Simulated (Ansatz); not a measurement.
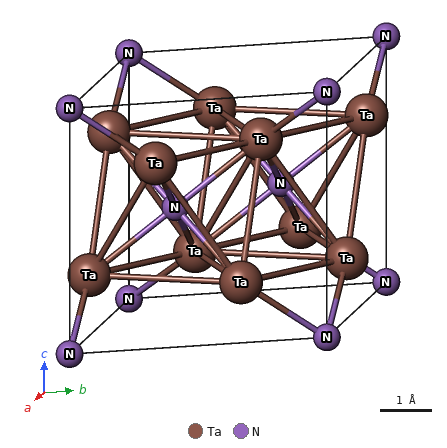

Drawn in the ball-and-stick manner and seen slightly off an axis. Atoms at the boundary of the conventional unit cell (the box) are drawn once for each face, edge or corner they touch.

Ta2N, space group P-31m (No. 162), a = 5.30 Å, b = 5.30 Å, c = 4.94 Å, α = 90.00°, β = 90.00°, γ = 120.00°.

Electronic-structure method: DFT PBEsol, scalar-relativistic, plane waves, PAW (Ansatz). Parameters: a kinetic-energy cutoff of 420 eV, a 12×12×8 mesh of k-points, Gaussian smearing of 0.1 eV, no spin polarisation.

### Does it come out as a metal, or with a gap?

A metal: bands cross the Fermi level.

### What is the pressure at this volume?

The computed pressure is -5.3 GPa (stretched: it would shrink).

Provenance: a structure listed in the Materials Project. Earlier steps of the study, as a rule a relaxation of our own, may have changed the cell and positions, so they can lie some per cent off the listed ones. Ansatz was used for an electronic-structure calculation on it.

At this level of theory the run's own cell isn't at rest (stretched, at -5 GPa), so its distances can differ from those at equilibrium, the more so the softer the solid.
